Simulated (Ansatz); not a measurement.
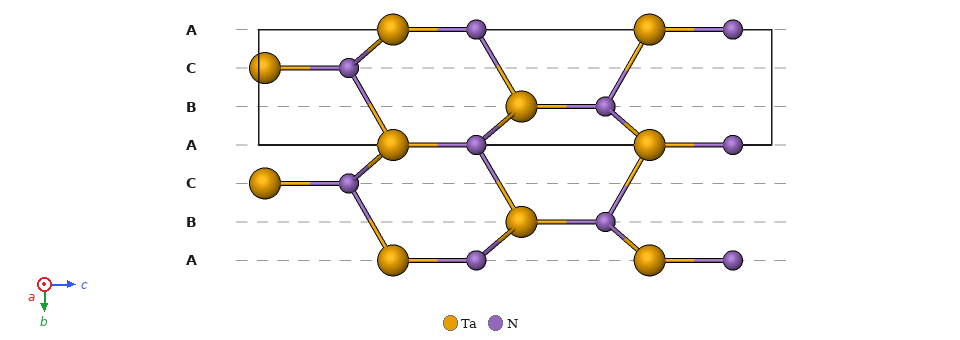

The picture looks along a close-packed row of the hexagonal mesh; c points to the right. The dashed lines mark the three columns A (0, 0), B (1/3, 2/3) and C (2/3, 1/3). The sequence starts with the first layer at or above the cell's origin.

TaN. Coordinates: coordinates from a relaxation with DFT PBE, scalar-relativistic, plane waves, PAW in Ansatz; the starting structure was generated, so it need not be a known form of this composition.

Question: Read off the stacking sequence over one period.

Answer: Ta(C) – N(C) – Ta(A) – N(A) – Ta(B) – N(B) – Ta(A) – N(A) (eight layers in 12.17 Å).

Question: How are the N layers alone stacked?

Answer: N layers alone: CABA, a mixed type, (ch) in Jagodzinski's notation.

Question: Which positions between or in the N layers do the other atoms fill?

Answer: Ta: four tetrahedral sites, counted in one hexagonal cell.

Question: What short polytype symbol fits?

Answer: Polytype symbol 4H, the symbol of a tetrahedral polytype (number of double layers in the repeat and lattice).
